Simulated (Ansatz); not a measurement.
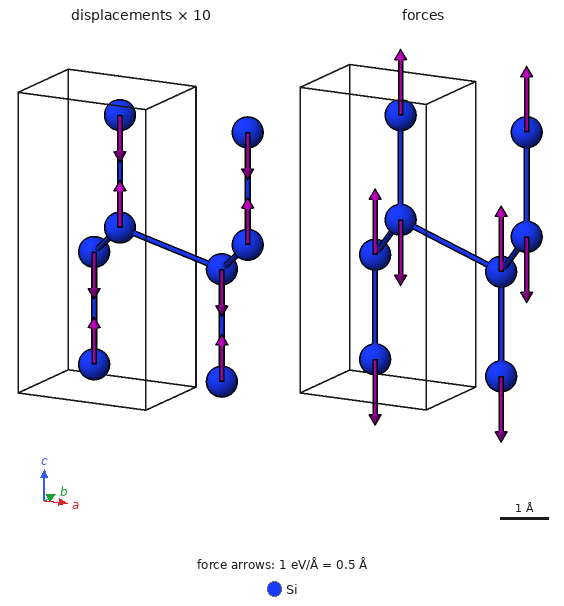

Left: a symmetric starting cell of Si, with purple arrows for the displacements applied to it (without the part that the change of the cell carries along). Right: the displaced structure with the computed forces. Besides, the cell is strained by +1.7 % along c and −1.3 % across it (volume −1.0 %). A ball-and-stick model of the cell of the calculation, repeated 2 × 1 × 1 with one cell outlined, seen slightly off an axis.

Computed with DFT PBEsol, scalar-relativistic, plane waves, PAW in Ansatz. Settings: plane-wave cutoff 420 eV; k-point mesh 12 × 12 × 6; occupations gaussian; smearing width 0.05 eV; no spin polarisation.

> Where do the forces point?

Atoms are displaced by 0.10 Å relative to the cell. No relaxation follows. The starting cell wasn't computed here and needn't be at equilibrium, so pressure and forces aren't due to the change alone. Among the bonded contacts that change: Si–Si 2.368 → 2.204 Å, Si–Si 2.352 → 2.407 Å. The space group stays P6_3/mmc (No. 194). The pressure is 0.7 GPa (not all of it need come from the change, since the unchanged cell can be under pressure at this level too). The principal stresses (compression positive) are 6.5 GPa along c and −2.2 GPa across it. The largest forces, 2.8 eV/Å, act on 4 Si atoms of the calculation's cell. The forces point straight back along the displacements (cosine −1.00).
